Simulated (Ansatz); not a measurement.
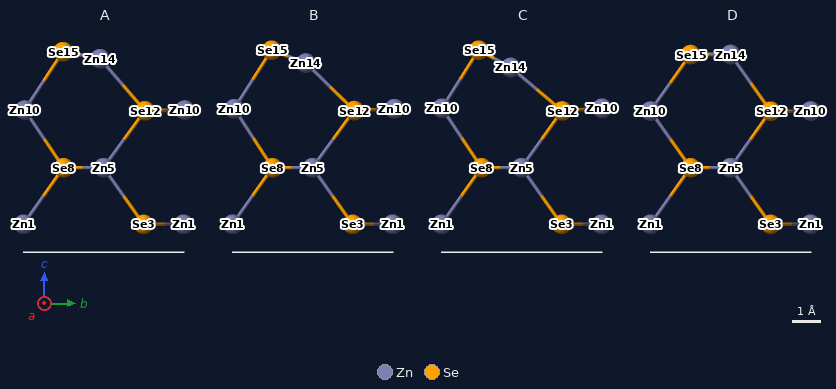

4 geometries from one constrained relaxation of a slab of composition ZnSe (cut from the F-43m phase), in shuffled order. Style: ball-and-stick. Shown: the cell of the calculation, outlined in the plane, without the vacuum (origin shifted), along the a axis.

Case: clean slab, lower planes held. The slab is the (1 1 0) face of ZnSe. 8 atoms are held fixed.

Method: DFT PBE, scalar-relativistic, plane waves, PAW in Ansatz 0.2.0. (plane-wave cutoff 420 eV; k-point mesh 2 × 3 × 1; occupations gaussian; smearing width 0.05 eV; no spin polarisation; dipole correction; atoms relaxed in a fixed cell; force threshold 0.03 eV/Å; at most 70 steps)

Order the frames from highest to lowest energy.

Answer. D, A, B, C. They are steps 0, 1, 2, 4, at +0.927 eV per cell of the calculation, +0.341 eV per cell of the calculation, +74.2 meV per cell of the calculation relative to the last. The largest moves, 0.60 Å, are those of Zn atoms. Largest moves by element: Zn 0.60 Å, Se 0.19 Å. The lattice vectors keep their values. Some distances before and after: Se–Zn 2.482 → 2.556 Å, Se–Zn 2.482 → 2.410 Å, Se–Zn 2.482 → 2.459 Å, Se–Zn 2.482 → 2.498 Å. Among the angles between lasting bonds that change: Zn–Se–Zn 109.5° → 92.1°, Zn–Se–Zn 109.5° → 94.7°, Se–Zn–Se 109.5° → 122.0°. The energy falls by 0.927 eV per cell of the calculation in 4 geometry steps. The largest force component goes from 1.1 to 0.025 eV/Å. Cost: 47 s on 4 threads of Intel(R) Xeon(R) 6975P-C (Granite Rapids), with other jobs on the host, peak memory 2.3 GiB.
